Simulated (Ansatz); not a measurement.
# O: what the fields show

```
O
1.0
     2.98903    0.00000    0.00000
    -1.49452    2.58858    0.00000
     0.00000    0.00000   10.73615
O
6
Cartesian
  0.0000 0.0000 0.6195
  1.4945 0.8629 4.1982
  0.0000 1.7257 7.7769
  1.4945 0.8629 2.9592
  0.0000 1.7257 6.5380
  0.0000 0.0000 10.1167
```

Space group R-3m; changed on purpose from its base cell (strain +0.050 along x and y, +0.050 along z, atoms carried along); not relaxed (largest force 2.0 eV/Å); spin-polarised.

Theory: Ansatz, DFT PBEsol, scalar-relativistic, plane waves, PAW.

Core electrons are frozen (PAW), and the valence fields are smoothed inside the atomic spheres.

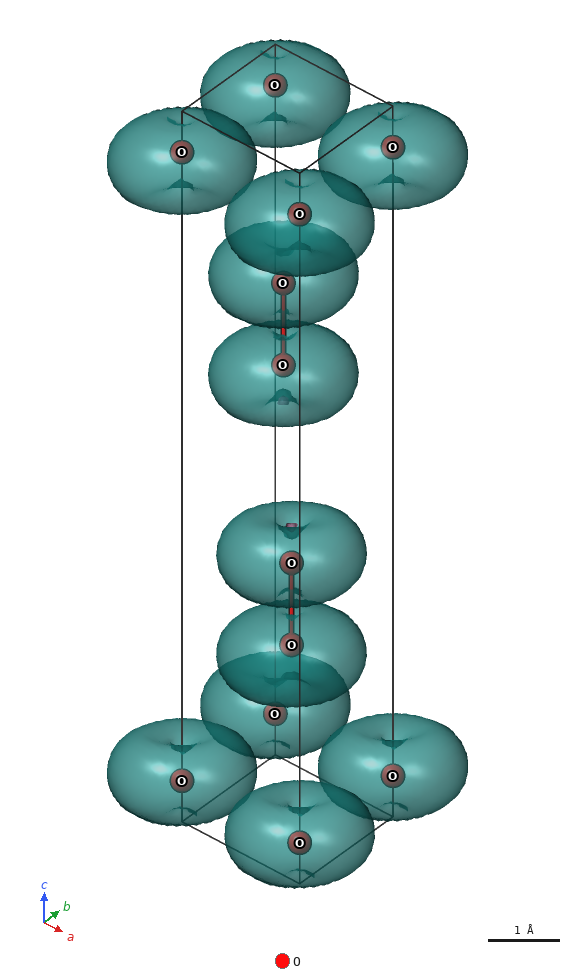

Figure 1. Isosurfaces of the spin density (up minus down) at +0.04 (teal) and −0.04 e/Å³ (pink), seen at an oblique angle. Sticks mark near contacts.

Q: Where is the spin, and how is it ordered?

A: The spin density sits on O: +0.6 μB (×6) in one cell of 6 atoms: parallel main moments (a ferromagnetic arrangement) in this solution. The cell of the calculation (2 atoms) carries 2.0 μB of net spin moment.

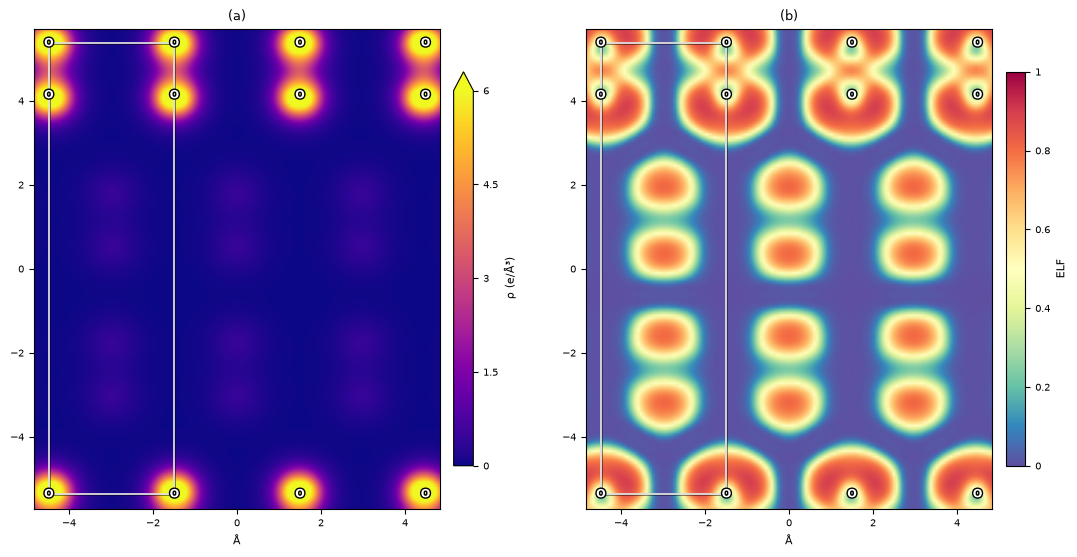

Figure 2. (a) valence charge density (pseudo); (b) electron localisation function on the (100) plane of the conventional cell.

Q: Describe what can be read from this map.

A: Atoms in the plane: O. Atoms just off the plane (O, 0.9 Å away) can leave unmarked features too. O–O (1.24 Å): ρ at the midpoint is about 3.4 e/Å³; the ELF peaks at about 0.75 between the atoms (inside overlapping PAW spheres, so only a guide), as expected for a covalent bond. Between the atoms the lowest density in this plane is 0.008 e/Å³. The ELF also peaks beside O, away from the bonds: non-bonding electrons, paired or unpaired.

Q: Does the calculation make it a metal, or give it a gap?

A: It is gapped, with a Kohn–Sham gap of 0.49 eV on the k-point mesh, an upper bound to the gap of this method.
